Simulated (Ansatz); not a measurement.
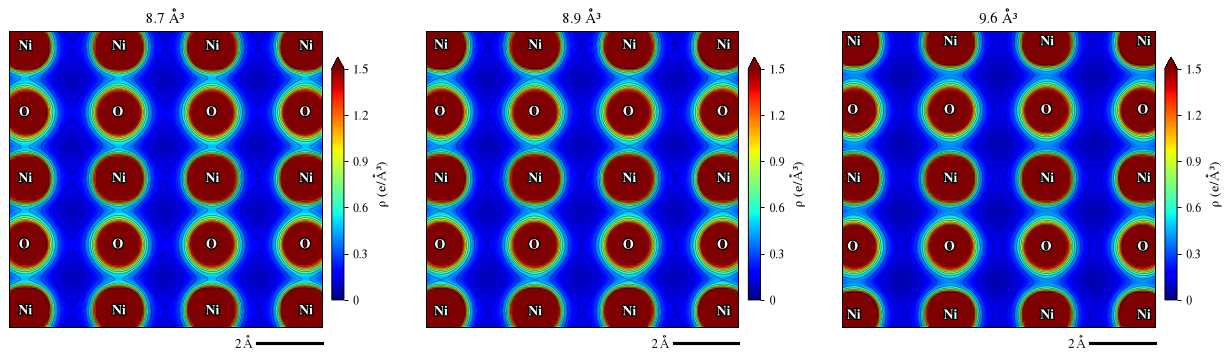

NiO. The valence pseudo-density of cells scaled evenly to different volumes (given per atom above each panel), on the (011̄) plane of each (indices in the axes of the cell below), at one length scale and on one colour scale.

Spin-polarised.

All numbers below come from Kohn-Sham DFT of a periodic cell, r2SCAN with D3(BJ), Ansatz PAW (Ansatz).

The largest cell:

```xyz
2
Lattice="0.0000 2.1268 2.1268 2.1268 0.0000 2.1268 2.1268 2.1268 0.0000" Properties=species:S:1:pos:R:3 pbc="T T T"
Ni    0.0000    0.0000    0.0000
O     2.1268    2.1268    2.1268
```

| volume (Å³/atom) | Ni–O contact in the plane (Å) | ρ at its midpoint (e/Å³) | pressure (GPa) | gap on the mesh (eV) | largest moment (μB) | 
| --- | --- | --- | --- | --- | --- |
| 8.71 | 2.058 | 0.470 | 11.6 | 0.67 | 1.66 | 
| 8.89 | 2.072 | 0.455 | 6.2 | 0.75 | 1.66 | 
| 9.44 | 2.113 | ? | ? | ? | ? | 
| 9.62 | 2.127 | 0.405 | −10.8 | 1.00 | 1.68 | 

**What values belong in the row with question marks?**

Over the known rows ln ρ falls by 2.15 per Å of Ni–O distance (a least-squares line), which gives 0.417 e/Å³ at 2.113 Å; the calculation gives 0.415 e/Å³. For the pressure, a straight line in volume between the neighbouring rows gives −6.6 GPa; the calculation gives −7.3, lower because pressure rises ever faster on compression. For the gap on the mesh, a straight line in volume between the neighbouring rows gives 0.94 eV; the calculation gives 0.95. For the largest moment, a straight line in volume between the neighbouring rows gives 1.68 μB; the calculation gives 1.67.
